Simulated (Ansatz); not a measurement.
System: a slab cut from SiNi₂ (slab content Si₆Ni₁₄), space group P6_3/mmc (No. 194).

Structure:
```yaml
crystal:
  lattice:
    - [3.86850, 0.00000, 0.00000]
    - [-1.93420, 3.35020, 0.00000]
    - [0.00000, 0.00000, 4.91700]
  atoms:
    - { symbol: Si, position: [0.33333, 0.66667, 0.75000] }
    - { symbol: Si, position: [0.66667, 0.33333, 0.25000] }
    - { symbol: Ni, position: [0.00000, 0.00000, 0.00000] }
    - { symbol: Ni, position: [0.00000, 0.00000, 0.50000] }
    - { symbol: Ni, position: [0.33333, 0.66667, 0.25000] }
    - { symbol: Ni, position: [0.66667, 0.33333, 0.75000] }
```

Calculation (Ansatz 0.2.0): spacing and rumpling of the atomic planes of a slab cut from the relaxed bulk cell along the Miller plane (conventional indices), bottom to top, after all atoms relax, plane waves with PAW datasets, Γ-centred k mesh. Level: PBEsol, no spin polarisation.

space group in which the indices count 194; Miller index h 1; Miller index k 0; Miller index l 0; top plane Ni; bottom plane Ni; planes 10; surface cell (1, 1); slab thickness as cut 10.05 Å; vacuum 15 Å; surface area 19.02 Å²; surface a 3.868 Å; surface b 4.917 Å; surface angle 90 °; slab atoms 20; excess atoms Ni2; wave cutoff 420 eV; k mesh 9×7×1; occupations Gaussian; smearing width 0.1 eV; boundary dipole corrected.

Predict the spacing change of each pair of planes. The cases: 1–2; 2–3; 3–4; 4–5; 5–6; 6–7; 7–8; 8–9; 9–10.

The least value, −0.442 Å, is that of 1–2 and 9–10, and the largest, 0.218 Å, that of 2–3 and 8–9. In rising order: 1–2 (−0.442), 9–10 (−0.442), 3–4 (−0.019), 7–8 (−0.019), 5–6 (−0.013), 4–5 (−0.006), 6–7 (−0.006), 2–3 (0.218), 8–9 (0.218), in Å. The spacing to next, in Å, is 0.675 for 1–2, 1.335 for 2–3, 1.097 for 3–4, 1.111 for 4–5, 1.104 for 5–6, 1.111 for 6–7, 1.097 for 7–8, 1.335 for 8–9 and 0.675 for 9–10. The content of the two planes is Ni2 and SiNi for 1–2, SiNi and SiNi for 2–3, SiNi and Ni2 for 3–4, Ni2 and SiNi for 4–5, SiNi and SiNi for 5–6, SiNi and Ni2 for 6–7, Ni2 and SiNi for 7–8, SiNi and SiNi for 8–9 and SiNi and Ni2 for 9–10.

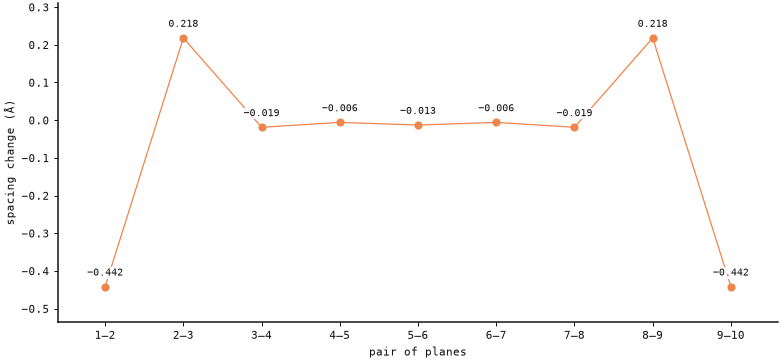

Note: k mesh lowers the symmetry; no spin polarisation, a magnetic state may lie lower; xc potential rough in thin density.
